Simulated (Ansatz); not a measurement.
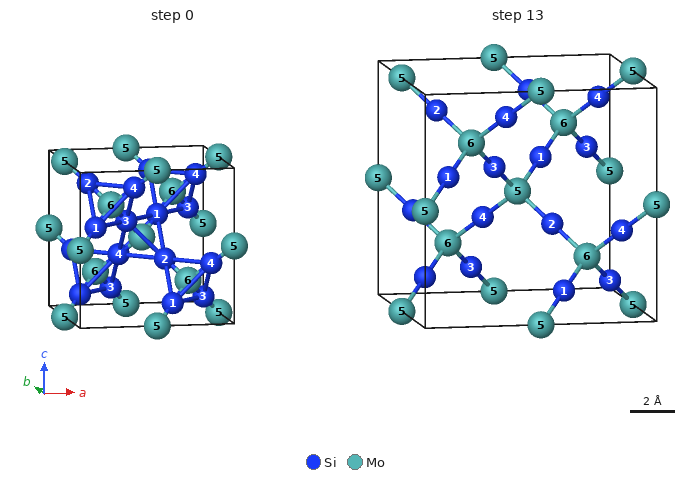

The structure of a crystal of Si2Mo (built on the beta-cristobalite_227 type) (coarse preliminary run) before (left) and after (right) a relaxation, at one scale.

Style: ball-and-stick. Shown: the conventional cell (4 times the calculation's cell), slightly off an axis. Lengths and directions refer to the drawn axes.

Case: beta-cristobalite type (Fd-3m, No. 227).

Theory: DFT PBE, scalar-relativistic, plane waves, PAW in Ansatz.

Input file:
```yaml
crystal:
  lattice:
    - [0.0, 3.5935038102, 3.5935038102]
    - [3.5935038102, 0.0, 3.5935038102]
    - [3.5935038102, 3.5935038102, 0.0]
  atoms:
    - { symbol: Si, position: [0.625, 0.625, 0.625] }
    - { symbol: Si, position: [0.125, 0.625, 0.625] }
    - { symbol: Si, position: [0.625, 0.625, 0.125] }
    - { symbol: Si, position: [0.625, 0.125, 0.625] }
    - { symbol: Mo, position: [0.5, 0.5, 0.5] }
    - { symbol: Mo, position: [0.75, 0.75, 0.75] }
basis:
  ecutwfc: 420
kpoints:
  mp_grid: { grid: [4, 4, 4] }
hamiltonian:
  xc: pbe
scf:
  occupations: { method: gaussian, width: 0.1 }
  lower_state_search: "off"
output:
  forces: true
  stress: true
  eigenvalues: true
relax:
  adjacent_minimum: "off"
  f_tol: 0.04
  max_steps: 70
  cell: { stress_tol: 0.4 }
```

Command:
```bash
ansatz run input.yaml --threads 1 --pin off --max-ram 2560MiB --backend cpu --events-out ev --progress --plain --runs-dir out
```

**What changed between the two?**

The energy falls by 13033 meV per atom in 11 accepted moves (13 points after the start). All forces vanish by symmetry, so only the cell relaxes. The pressure goes from 302.16 to 0.33 GPa. At 2 points the geometry stayed and the basis and grid were re-selected for the new cell (energy shift of 638 meV per atom at most each time). The atoms keep their places relative to the cell (all moves are under 0.005 Å). The volume changes by +238.3 %, with a = b = c 7.187 → 10.789 Å (+50.1 %). Some distances before and after: Si1–Si2 2.541 → 3.815 Å, Si1–Mo5 1.556 → 2.336 Å. The space group stays Fd-3m (No. 227).
